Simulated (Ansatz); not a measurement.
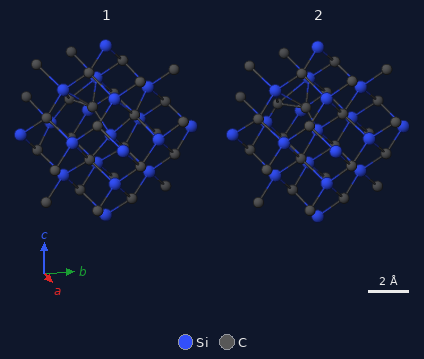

Two geometries of a defect cell of composition Si32C33 (cell charge −2), drawn at one scale. One is the start of a relaxation, the other its converged end. The picture is a ball-and-stick view of the atoms within 5.0 Å of the atom that moves most (axes of the cell of the calculation (origin shifted)), seen slightly off an axis.

Theory: DFT, PBEsol, PAW, plane waves (Ansatz 0.2.0). Settings: plane-wave cutoff 420 eV; k-point mesh 1 × 1 × 1; mesh shifted by (0.25, 0.25, 0.25); no spin polarisation; atoms relaxed in a fixed cell; force threshold 0.03 eV/Å; at most 80 steps.

### Which one is relaxed?

Structure 1 is the relaxed one. Over 7 geometry steps the energy falls by 17.526 eV per cell of the calculation. Largest force component: 40 eV/Å at the start, 0.012 eV/Å at the end. The largest move is that of a Si atom, 0.39 Å along [1 1 −1]. Largest moves by element: Si 0.39 Å, C 0.35 Å. The lattice vectors keep their values. Some distances before and after: Si–Si 3.057 → 3.594 Å, C–Si 1.254 → 1.767 Å, C–Si 1.267 → 1.703 Å, Si–Si 3.011 → 3.375 Å. Among the angles between lasting bonds that change: Si–C–C 121.8° → 138.6°, Si–C–Si 93.6° → 109.5°, Si–C–Si 113.8° → 100.9°. Cost: 7.6 s on 1 × NVIDIA GB300 with 8 threads of Arm Neoverse-V2, peak memory 1.7 GiB.

Limits of the set-up: the cell is charged, on a uniform background, and energies carry no finite-size correction.
